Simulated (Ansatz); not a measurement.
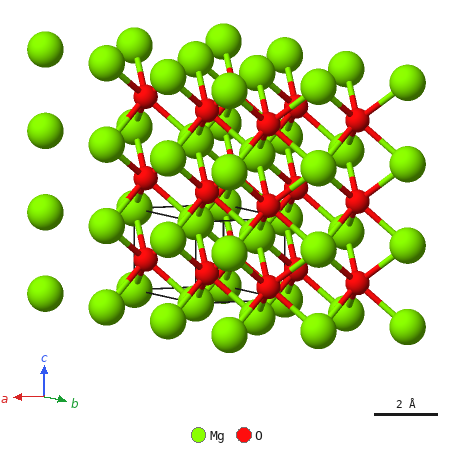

Starting structure of solid MgO (set up in P-6m2). Style: ball-and-stick. Shown: the cell of the calculation, repeated 2 × 3 × 3 with one cell outlined, from a free direction.

The run lets cell and atoms move.

Theory: Kohn-Sham DFT of a periodic cell, HSE03, Ansatz PAW in Ansatz 0.2.0.

Input
```yaml
crystal:
  lattice:
    - [2.9380209034, 0.0, 0.0]
    - [-1.4690104517, 2.5444007392, 0.0]
    - [0.0, 0.0, 2.67968]
  atoms:
    - { symbol: Mg, position: [0.0, 0.0, 0.0] }
    - { symbol: O, position: [0.3333333333, 0.6666666667, 0.5] }
hamiltonian:
  xc: { exchange: pbe, correlation: pbe, exx: { coeff: 0.25, omega: 0.3 } }
  pseudopotentials: { kind: paw }
kpoints:
  mp_grid: { grid: [5, 5, 5] }
scf:
  occupations: { method: fermi_dirac, width: 0.05 }
output:
  forces: true
  stress: true
  eigenvalues: true
relax:
  f_tol: 0.01
  max_steps: 40
  cell: { stress_tol: 0.05 }
```

Predict the outcome.

The energy falls by 6.7 meV per atom in 5 accepted moves (7 points after the start). All forces vanish by symmetry, so only the cell relaxes. The pressure goes from −5.52 to −0.01 GPa. The SCF was repeated twice at an unchanged geometry on a basis and grid sized afresh for the cell, which shifted the energy by 0.8 meV per atom at most. No atom moves by more than 0.005 Å relative to the cell. The volume changes by −3.8 %, with a = b 2.938 → 2.901 Å (−1.3 %), c 2.680 → 2.646 Å (−1.3 %). Among the contacts that change: Mg–Mg 2.680 → 2.646 Å, Mg–O 2.162 → 2.134 Å. The space group stays P-6m2 (No. 187). Cost: 31 s on 1 × NVIDIA H100 80GB HBM3 with 2 threads of AMD EPYC 7R13 Processor (Zen 3), on a shared host, peak memory 1.3 GiB.

The end point in the same view:

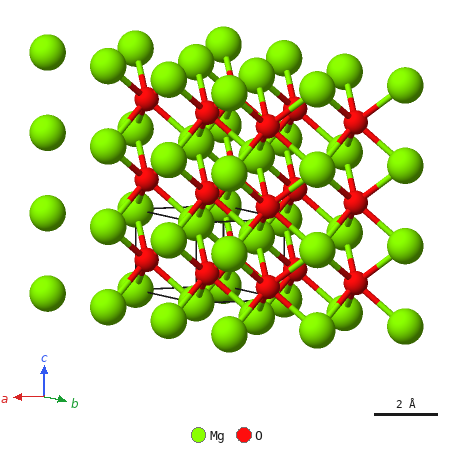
